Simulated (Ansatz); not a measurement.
## V_O in SiO2 (P3_221): charge-transition levels and formation energies

Wanted: the transition levels of a vacancy in SiO2 (P3_221), from a cell of 72 host atoms with 1 O taken out.

Main program and level: Ansatz 0.2.0; place-levels on PBEsol runs: charge-transition levels and formation energies with image-charge correction and potential alignment at the atomic sites.

### 1. Starting point

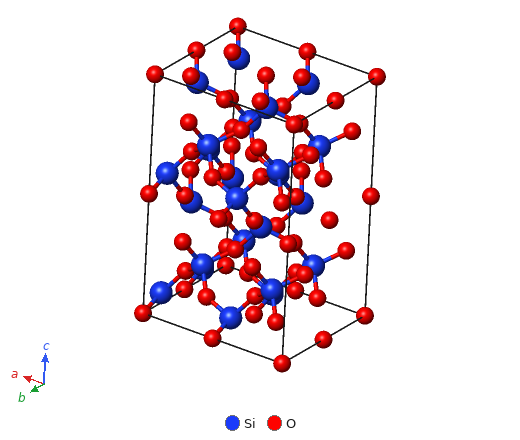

The cell as given, from a free direction (silicon blue, oxygen red). Bonds to atoms that aren't drawn are left out. Some periodic images of atoms are drawn too.

The cell holds 71 atoms: 24 Si and 47 O. Its edges and angles: a = 9.896 Å, b = 9.896 Å, c = 10.882 Å, α = 90.0°, β = 90.0°, γ = 120.0°. It derives from SiO2 (space group P3_221). Nearest the centre at fractional (0.294, 0.427, 0.441): Si10 at 1.62 Å, Si20 at 1.62 Å, O16 at 2.63 Å, O6 at 2.64 Å, O24 at 2.64 Å, O26 at 2.65 Å, O14 at 2.67 Å, O4 at 2.67 Å.

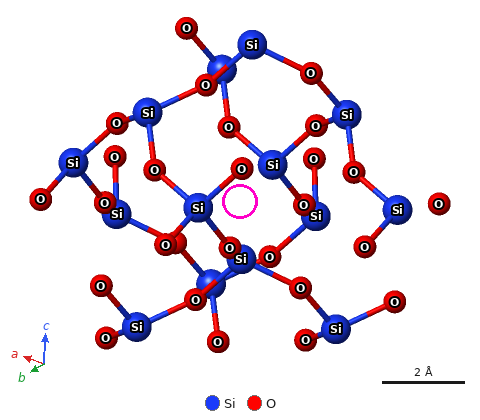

The atoms within 5 Å of the centre. A ring marks the centre wherever it is empty. Bonds to atoms that aren't drawn are left out.

As a file:

```xyz
71
Lattice="9.8960 0.0000 0.0000 -4.9480 8.5702 0.0000 0.0000 0.0000 10.8825" Properties=species:S:1:pos:R:3 pbc="T T T"
Si   -1.1637    2.0156    1.8137
Si    1.3103    2.2695    0.0000
Si    2.3274    0.0000    3.6275
O    -1.0931    3.1412    2.9807
O     0.3002    1.7678    1.1670
O     1.3809    1.1438    4.2742
O     2.7742    2.5173    0.6467
O     3.2670    0.6239    2.4605
Si   -1.1637    2.0156    7.2550
Si    1.3103    2.2695    5.4412
Si    2.3274    0.0000    9.0687
O    -1.0931    3.1412    8.4220
O     0.7930    3.6611   10.2357
O     0.3002    1.7678    6.6082
O     1.3809    1.1438    9.7155
O     2.7742    2.5173    6.0880
O     3.2670    0.6239    7.9017
Si   -3.6377    6.3007    1.8137
Si   -1.1637    6.5546    0.0000
Si   -0.1466    4.2851    3.6275
O    -3.5671    7.4263    2.9807
O    -1.6810    7.9462    4.7945
O    -2.1738    6.0529    1.1670
O    -1.0931    5.4289    4.2742
O     0.3002    6.8024    0.6467
O     0.7930    4.9090    2.4605
Si   -3.6377    6.3007    7.2550
Si   -1.1637    6.5546    5.4412
Si   -0.1466    4.2851    9.0687
O    -3.5671    7.4263    8.4220
O    -1.6810    7.9462   10.2357
O    -2.1738    6.0529    6.6082
O    -1.0931    5.4289    9.7155
O     0.3002    6.8024    6.0880
O     0.7930    4.9090    7.9017
Si    3.7843    2.0156    1.8137
Si    6.2583    2.2695    0.0000
Si    7.2754    0.0000    3.6275
O     3.8549    3.1412    2.9807
O     5.7410    3.6611    4.7945
O     5.2481    1.7678    1.1670
O     6.3288    1.1438    4.2742
O     7.7221    2.5173    0.6467
O     8.2149    0.6239    2.4605
Si    3.7843    2.0156    7.2550
Si    6.2583    2.2695    5.4412
Si    7.2754    0.0000    9.0687
O     3.8549    3.1412    8.4220
O     5.7410    3.6611   10.2357
O     5.2481    1.7678    6.6082
O     6.3288    1.1438    9.7155
O     7.7221    2.5173    6.0880
O     8.2149    0.6239    7.9017
Si    1.3103    6.3007    1.8137
Si    3.7843    6.5546    0.0000
Si    4.8014    4.2851    3.6275
O     1.3809    7.4263    2.9807
O     3.2670    7.9462    4.7945
O     2.7742    6.0529    1.1670
O     3.8549    5.4289    4.2742
O     5.2481    6.8024    0.6467
O     5.7410    4.9090    2.4605
Si    1.3103    6.3007    7.2550
Si    3.7843    6.5546    5.4412
Si    4.8014    4.2851    9.0687
O     1.3809    7.4263    8.4220
O     3.2670    7.9462   10.2357
O     2.7742    6.0529    6.6082
O     3.8549    5.4289    9.7155
O     5.2481    6.8024    6.0880
O     5.7410    4.9090    7.9017
```

Known beforehand: the electronic dielectric constant, (2.49, 2.49, 2.52), and the static one, (4.62, 4.62, 4.85), from a response run on this crystal (DFPT, PBEsol) at that run's own cell.

The cell's shortest repeat is 9.9 Å.

### 2. Charge states

Levels follow from differences of total energies between charge states, each relaxed by itself.

Each atom starts 0.05 Å or so off its site in a random direction. Forces are taken at one point at (¼, ¼, ¼). The cell holds 1 electron more than the neutral one, with a uniform background that keeps it neutral on the whole. The electron count is odd, so at least one spin is unpaired; this run locks the moment at 1 μB.

The sampling was tested on the host first: at the k-points planned (1x1x1 shifted 0.25 0.25 0.25) its energy lies 0.000 eV an atom from the dense-mesh value, under the bound of 0.02 eV set for this test; that bounds the host's error, not the defect's.

One state's input; the others differ in charge, spin, start and seed, and in occupations where the table says so.

Contents of qm1_M1.relax/input.yaml:

```yaml
crystal:
  lattice:
    - [4.94798667, 0.0, 0.0]
    - [-2.47399333, 4.28508215, 0.0]
    - [0.0, 0.0, 5.44123921]
  atoms:
    - { symbol: Si, position: [0.0, 0.47037431, 0.33333333] }
    - { symbol: Si, position: [0.52962569, 0.52962569, 0.0] }
    - { symbol: Si, position: [0.47037431, 0.0, 0.66666667] }
    - { symbol: O, position: [0.1456078, 0.73306497, 0.54780649] }
    - { symbol: O, position: [0.58745717, 0.8543922, 0.88113982] }
    - { symbol: O, position: [0.26693503, 0.41254283, 0.21447315] }
    - { symbol: O, position: [0.41254283, 0.26693503, 0.78552685] }
    - { symbol: O, position: [0.8543922, 0.58745717, 0.11886018] }
    - { symbol: O, position: [0.73306497, 0.1456078, 0.45219351] }
  supercell: [2, 2, 2]
  defects: [{ vacancy: 4 }]
total_charge: -1
basis:
  ecutwfc: 420
  xc_grid: 2
hamiltonian:
  xc: pbesol
kpoints:
  mp_grid: { grid: [1, 1, 1], shift: [0.25, 0.25, 0.25] }
magnetization:
  spin_polarized: true
  initial_magnetization: 1
  spin_locking: { lock_magnetization: hard }
scf:
  occupations: { method: fixed }
  max_iter: 80
output:
  forces: true
  charged_corrections: { epsilon: [2.49, 2.49, 2.52], static_epsilon: [4.62, 4.62, 4.85] }
relax:
  f_tol: 0.02
  max_steps: 80
  random_displacement: { amplitude: 0.05, seed: 6568 }
checkpoint:
  write: "../qm1_M1.relax.run"
  compress: false
  write_wavefunctions: true
  write_every: 100000
```

The run is started by

```console
$ ansatz run input.yaml --threads 8 --pin off --max-ram 22609MiB --backend cpu --events-out ev --progress --plain --runs-dir out
```

Defect states can disperse in a cell of this size, so the energy is taken again at a 2×2×2 shifted mesh, on the relaxed structure.

The run of this state that the levels use, under PBEsol:

Contents of qm1_M1.point/input.yaml:

```yaml
crystal:
  checkpoint: "../qm1_M1.relax.run"
  host: checkpoint
total_charge: -1
basis:
  ecutwfc: 420
  xc_grid: 2
hamiltonian:
  xc: pbesol
kpoints:
  mp_grid: { grid: [2, 2, 2], shift: [0.5, 0.5, 0.5] }
magnetization:
  spin_polarized: true
  initial_magnetization: 1
  spin_locking: { lock_magnetization: hard }
scf:
  occupations: { method: fermi_dirac, width: 0.01 }
  max_iter: 80
output:
  forces: true
  eigenvalues: true
  charged_corrections:
    epsilon: [2.49, 2.49, 2.52]
    static_epsilon: [4.62, 4.62, 4.85]
    defect_position: [0.293451, 0.427731, 0.440576]
  eigenstates: { localisation: true }
  populations: true
  efg: {}
checkpoint:
  read: "../qm1_M1.relax.run"
  write: "../qm1_M1.point.run"
  compress: false
  write_wavefunctions: false
  write_every: 100000
```

Relaxations under PBEsol at one point at (¼, ¼, ¼); times on 8 threads of Arm Neoverse V2, shared host:

```csv
charge,moment (μB),occupations,outcome,steps,largest displacement against the far atoms (Å),time
−1,1,fixed,converged,19,0.61,3.7 min
0,0,fixed,converged,8,0.58,45 s
+1,1,fixed,converged,9,0.45,1.8 min
+2,0,fixed,converged,13,1.44,1.7 min
```

Single points under PBEsol at a 2×2×2 shifted mesh; times on 8 threads of Arm Neoverse V2, shared host:

```csv
charge,moment (μB),occupations,outcome,time
−1,1,fermi-dirac,converged,2.6 min
0,0,fermi-dirac,converged,69 s
+1,1,fermi-dirac,converged,2.1 min
+2,0,fermi-dirac,converged,49 s
```

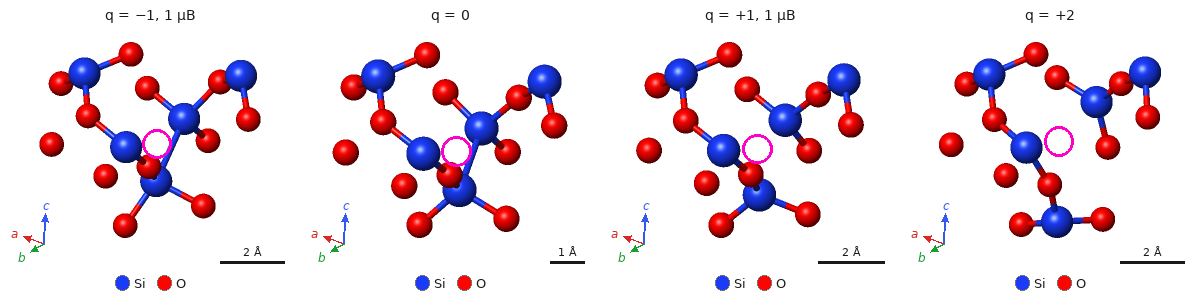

The structures near the centre after relaxation with PBEsol, by charge. A ring marks the centre wherever it is empty. Bonds to atoms that aren't drawn are left out.

Distances (Å) from the ideal centre to the nearest atoms after relaxation with PBEsol:

```csv
charge,moment (μB),1.,2.,3.,4.,5.,6.
−1,1,Si 1.23,Si 1.45,O 2.09,O 2.40,O 2.50,O 2.72
0,0,Si 1.25,Si 1.42,O 2.14,O 2.41,O 2.45,O 2.46
+1,1,Si 1.56,Si 1.66,O 2.26,O 2.49,O 2.51,O 2.57
+2,0,Si 2.25,O 2.56,O 2.69,O 2.84,O 2.91,O 2.96
```

### 3. Placing the levels, PBEsol

A charged cell interacts with its images and the background, and its potential has another zero than the host's. place-levels removes the first by a point-charge model, screened by the static dielectric constant since the ions have relaxed around the charge, and the second by comparing potentials at atoms far from the defect.

The host is a run of the defect-free crystal in the same cutoffs, grids and k-points, so that basis and sampling errors cancel in part in the differences. Its band edges come from a run of the primitive cell that searches the zone for them. The host is run in a cell of 18 atoms on a matching mesh. Chemical potentials are energies per atom of O (O2 molecule), run with the same functional and cutoff.

Contents of levels.point.yaml:

```yaml
host:
  run: host.point.run
  levels_from: { run: edges.point.run }
states: [qm1_M1.point.run, q0.point.run, qp1_M1.point.run, qp2.point.run]
geometry_from:
  qm1_M1.point.run: qm1_M1.relax.run
  q0.point.run: q0.relax.run
  qp1_M1.point.run: qp1_M1.relax.run
  qp2.point.run: qp2.relax.run
  host.point.run: host.relax.run
chemical_potentials:
  O:
    energy: -558.282649
    dataset: "<sha256 of the dataset>"
epsilon: [2.49, 2.49, 2.52]
static_epsilon: [4.62, 4.62, 4.85]
vertical:
  - { from: qm1_M1.point.run, to: qm1_M1.point_neutral.run }
  - { from: qp1_M1.point.run, to: qp1_M1.point_neutral.run }
  - { from: qp2.point.run, to: qp2.point_neutral.run }
```

The run is started by

```console
$ ansatz place-levels levels.point.yaml -- --threads 8 --pin off --max-ram 22609MiB
```

Numbers of over 12 decimals in the logs are rounded to 6 here.

Output:

```text
[... repeated set-up lines and file paths are left out, and long positions are rounded to six places ...]
(+2/+1) 2.597 eV above the valence edge, 3.124 eV under the conduction edge; not on the lower envelope
(+1/0) 0.417 eV above the valence edge, 5.305 eV under the conduction edge; not on the lower envelope
(0/-1) 6.229 eV above the valence edge, in the conduction band
(+2/0) 1.507 eV above the valence edge, 4.214 eV under the conduction edge: charges between them are lowest nowhere
formation energy of charge +2: +2.316 eV with the Fermi level at the valence edge
formation energy of charge +1: +4.913 eV with the Fermi level at the valence edge
formation energy of charge 0: +5.330 eV with the Fermi level at the valence edge
formation energy of charge -1: +11.559 eV with the Fermi level at the valence edge
vertical -1 to 0: no energy, since no alignment is typed
  the change from vertical[0].from (qm1_M1.point.run) to vertical[0].to (qm1_M1.point_neutral.run): by its potential at epsilon [2.49, 2.49, 2.52] it stands at 0.271 0.387 0.405, with an rms radius of about 2.0 Å (0.8 1.2 1.4 Å across the planes of the cell's [...]
vertical +1 to 0: no energy, since no alignment is typed
  the change from vertical[1].from (qp1_M1.point.run) to vertical[1].to (qp1_M1.point_neutral.run): by its potential at epsilon [2.49, 2.49, 2.52] it stands at 0.258 0.371 0.416, with an rms radius of about 1.6 Å (0.5 1.1 1.1 Å across the planes of the cell's [...]
vertical +2 to 0: no energy, since no alignment is typed
  the change from vertical[2].from (qp2.point.run) to vertical[2].to (qp2.point_neutral.run): by its potential at epsilon [2.49, 2.49, 2.52] it stands at 0.232 0.203 0.483, with an rms radius of about 3.8 Å (1.5 2.4 2.6 Å across the planes of the cell's [...]
  edges by pbesol of host.levels_from (edges.point.run), its mesh sampled to repeats of 27.21 Å (the valence edge +0.040 eV and the conduction edge -0.390 eV from those of the host's own run), gap 5.721 eV; the host is sampled to repeats of 19.79 Å
  the defect's cells are sampled to repeats of 19.79 Å, like sampling
  charge +2: -41362.6885 eV with its correction of +0.980 eV, at epsilon [4.62, 4.62, 4.85], aligned at sites: -0.4047 eV, mean over 36 atomic sites at or beyond 4.95 Å from the host's site at [0.2937, 0.4272, 0.4406] by the defect at [0.2935, 0.4277, [...]
  charge +1: -41357.8144 eV with its correction of +0.309 eV, at epsilon [4.62, 4.62, 4.85], aligned at sites: -0.1387 eV, mean over 36 atomic sites at or beyond 4.95 Å from the host's site at [0.2937, 0.4272, 0.4406] by the defect at [0.2935, 0.4277, [...]
  charge 0: +0.000 eV for its dipole among its images, +0.000 omitted
  charge -1: -41346.6154 eV with its correction of +0.463 eV, at epsilon [4.62, 4.62, 4.85], aligned at sites: -0.0152 eV, mean over 36 atomic sites at or beyond 4.95 Å from the host's site at [0.2937, 0.4272, 0.4406] by the defect at [0.2935, 0.4277, [...]
  of states[3] (qp2.point.run): it parts from the run at its places by a charge that spreads by about 2.4 Å along one vector (1.5 Å or more is wide), by its potential at epsilon [2.49, 2.49, 2.52], taken for that of held ions (one typed too small widens it), [...]
  of states[2] (qp1_M1.point.run): its displacements don't fall off away from the defect: farther atoms stand 0.043 Å off the host's places. [...]
  of states[1] (q0.point.run): its displacements don't fall off away from the defect: farther atoms stand 0.055 Å off the host's places. [...]
  of states[0] (qm1_M1.point.run): its displacements don't fall off away from the defect: farther atoms stand 0.062 Å off the host's places. [...]
  of vertical[0].from (qm1_M1.point.run): its displacements don't fall off away from the defect: farther atoms stand 0.062 Å off the host's places. [...]
  of vertical[0].to (qm1_M1.point_neutral.run): its displacements don't fall off away from the defect: farther atoms stand 0.062 Å off the host's places. [...]
  of vertical[1].from (qp1_M1.point.run): its displacements don't fall off away from the defect: farther atoms stand 0.043 Å off the host's places. [...]
  of vertical[1].to (qp1_M1.point_neutral.run): its displacements don't fall off away from the defect: farther atoms stand 0.043 Å off the host's places. [...]
  of vertical[2].from (qp2.point.run): it parts from the run at its places by a charge that spreads by about 2.4 Å along one vector (1.5 Å or more is wide), by its potential at epsilon [2.49, 2.49, 2.52], taken for that of held ions (one typed too small [...]
```

Run time: 0.64 s. Hardware: 8 threads of Arm Neoverse V2, shared host.

Levels between the charges placed, in eV above the valence top:

```csv
,gap (eV),(+2/+1),(+1/0),(0/−1)
PBEsol,5.72,2.60,0.42,6.23
```

Corrections by state:

```csv
charge,moment (μB),image terms and alignment (eV),band filling (eV),ε used,"over the lowest of its charge, as the program ranks them, band filling apart (eV)"
+2,0.0,0.980,-,"principal values (4.62, 4.62, 4.85)",0.000
+1,1.0,0.309,-,"principal values (4.62, 4.62, 4.85)",0.000
0,0.0,0.000,-,-,0.000
−1,1.0,0.463,-,"principal values (4.62, 4.62, 4.85)",0.000
```

The charged structures listed were also run neutral, and place-levels reads from each pair, by the potential or the spins, how wide the charge is by which they differ; that can be the carrier of either run.

```csv
charge,rms radius (Å),spread where it is widest against the cell (Å),wide from (Å),reading
+2,3.8,2.36,1.48,wide
+1,1.6,1.07,1.48,narrow
−1,2.0,1.18,1.48,narrow
```

The neutral runs of these pairs need not share the spin of the lowest neutral state, and very wide values only mean spread over the cell.

From the program's caveats on the states, each cut to its opening words:

- charge +2: it parts from the run at its places by a charge that spreads by about 2.4 Å along one vector (1.5 Å or more is wide), by its potential at epsilon [2.49, 2.49, [...]
- charge +2: its alignment with the host at atomic sites is doubtful: a part of the defect, Si at [0.1958, 0.5814, 0.2516], stands 3.00 Å off the defect's place or the [...]
- charge +2: its alignment with the host at atomic sites is doubtful: the mean over the far sites moves by +0.1149 eV from their farther parts to their nearer, more than [...]
- charge +2: the far atoms show a dipole or second moment of the defect's charge, for which the correction takes or leaves out 0.63 eV: further moments aren't read, and the [...]
- charge +1 (1 μB): its displacements don't fall off away from the defect: farther atoms stand 0.043 Å off the host's places
- charge +1 (1 μB): flagged: stability check not made
- charge 0: its displacements don't fall off away from the defect: farther atoms stand 0.055 Å off the host's places
- charge −1 (1 μB): its displacements don't fall off away from the defect: farther atoms stand 0.062 Å off the host's places

The host's formation energy from the elements is -2.852 eV per atom; it sets how far the chemical potentials can move.

Limit set by the element alone; other compounds of these elements are not counted. Chemical potentials from the elements' reference states: O 0.00 eV, Si -8.56 eV. Formation energy by charge state (O-rich; gap 5.72 eV):

```csv
charge,at valence top (eV),at conduction bottom (eV),correction included (eV)
+2,2.32,13.76,0.98
+1,4.91,10.63,0.31
0,5.33,5.33,0.00
−1,11.56,5.84,0.46
```

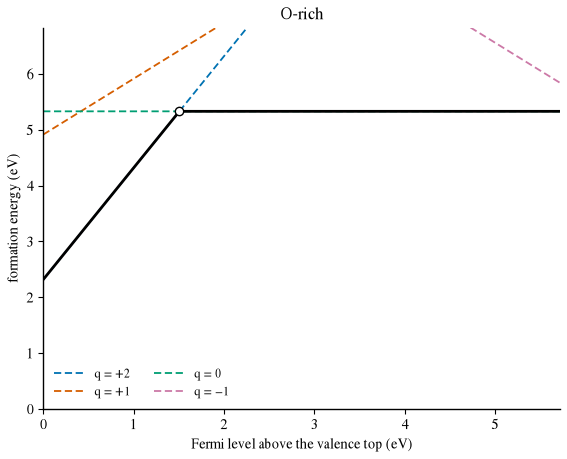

Formation energy against Fermi level; the thick line follows the lowest charge state and circles mark the transition levels.

Limit set by the element alone; other compounds of these elements are not counted. Chemical potentials from the elements' reference states: Si 0.00 eV, O -4.28 eV. Formation energy by charge state (Si-rich; gap 5.72 eV):

```csv
charge,at valence top (eV),at conduction bottom (eV),correction included (eV)
+2,-1.96,9.48,0.98
+1,0.63,6.36,0.31
0,1.05,1.05,0.00
−1,7.28,1.56,0.46
```

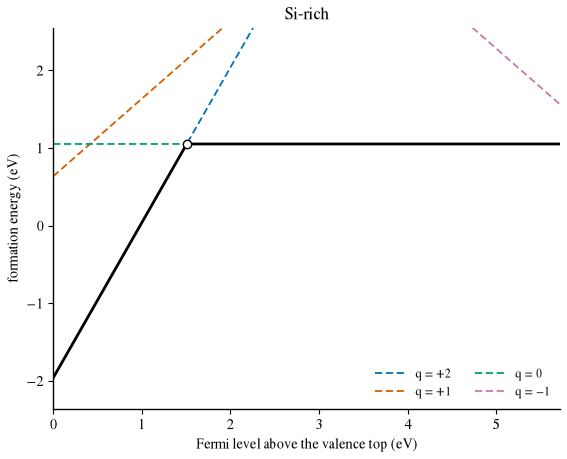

Formation energy against Fermi level; the thick line follows the lowest charge state and circles mark the transition levels.

### 4. Effect of the sampling

The relaxations' own energies give the levels at their sampling, for comparison.

Contents of levels.relax_mesh.yaml:

```yaml
host:
  run: host.relax.run
  levels_from: { run: edges.relax.run }
states: [qm1_M1.relax.run, q0.relax.run, qp1_M1.relax.run, qp2.relax.run]
chemical_potentials:
  O:
    energy: -558.282649
    dataset: "<sha256 of the dataset>"
```

The run is started by

```console
$ ansatz place-levels levels.relax_mesh.yaml -- --threads 8 --pin off --max-ram 22609MiB
```

Output:

```text
[...]
(0/-1) 6.232 eV above the valence edge, in the conduction band
[...]
formation energy of charge +2: +2.316 eV with the Fermi level at the valence edge
formation energy of charge +1: +4.911 eV with the Fermi level at the valence edge
formation energy of charge 0: +5.330 eV with the Fermi level at the valence edge
formation energy of charge -1: +11.562 eV with the Fermi level at the valence edge
  edges by pbesol of host.levels_from (edges.relax.run), its mesh sampled to repeats of 27.21 Å (the valence edge +0.052 eV and the conduction edge -0.810 eV from those of the host's own run), gap 5.721 eV; the host is sampled to repeats of 14.71 Å
[... the lines on each state left out ...]
```

Run time: 0.18 s. Hardware: 8 threads.

Levels between neighbouring charges, in eV above the valence top:

```csv
,gap (eV),(+2/+1),(+1/0),(0/−1)
"one point at (¼, ¼, ¼)",5.72,2.60,0.42,6.23
a 2×2×2 shifted mesh,5.72,2.60,0.42,6.23
```

Going from one point at (¼, ¼, ¼) to a 2×2×2 shifted mesh moves the levels that carry no band-filling term by up to 0.00 eV and formation energies against the elements by up to 0.00 eV.

### 5. What came out

```yaml
gap_of_the_host: 5.72 eV (PBEsol)
level_plus_2_plus_1: 2.60 eV above the valence top, not a change between lowest states
level_plus_1_over_0: 0.42 eV above the valence top, not a change between lowest states
level_0_minus_1: 6.23 eV above the valence top, past the conduction bottom
level_plus_2_over_0: 1.51 eV above the valence top
lowest_of_the_charges_placed_just_above_the_valence_top_0p02_ev: +2
lowest_of_the_charges_placed_just_below_the_conduction_bottom_0p02_ev: 0
lowest_formation_energy_at_mid_gap_of_the_charges_run_o_rich: 5.33 eV
lowest_formation_energy_at_mid_gap_of_the_charges_run_si_rich: 1.05 eV
```

In words: Of the charges placed (−1, 0, +1 and +2), the lowest changes at 1.51 eV (+2/0) above the valence top, in a gap of 5.72 eV. (+2/0) passes over charge +1, which lies 1.09 eV above the two there; a lower structure or spin state of it, if missed, would change that. Charges above +2 were not placed, so these runs say nothing of levels that involve them. States placed: +2 at 0 μB; +1 at 1 μB; 0 at 0 μB; −1 at 1 μB. Other spin states or structures, where not listed, weren't placed. Going from one point at (¼, ¼, ¼) to a 2×2×2 shifted mesh moves the levels that carry no band-filling term by up to 0.00 eV and formation energies against the elements by up to 0.00 eV. The program doubts the alignment of potentials for at least one state, a sign that the cell is small. What this leaves open: PBEsol makes the gap too small and tends to spread out bound carriers; where a gas molecule sets a chemical potential or the host's formation energy, its binding is uncorrected.

[Logs are printed without paths, hosts, clocks, repeated set-up lines and the standing remarks that a program may print on its own settings, such as how far it seeks lower states.]

[Hosts, paths, dates, database ids (printed as entryN), source tags and the programs' standing remarks are cut or masked in the printed files.]

[Where a table of states has a column of steps, it counts the stored structures, which are thinned; the runs took as many ionic steps or more.]

[A defect's name tells the site on which it was built; relaxed atoms can leave that site.]

[For some hosts the program warned that the k-mesh of the response run may be too coarse for force constants and the static dielectric constant; such warnings are not shown here.]
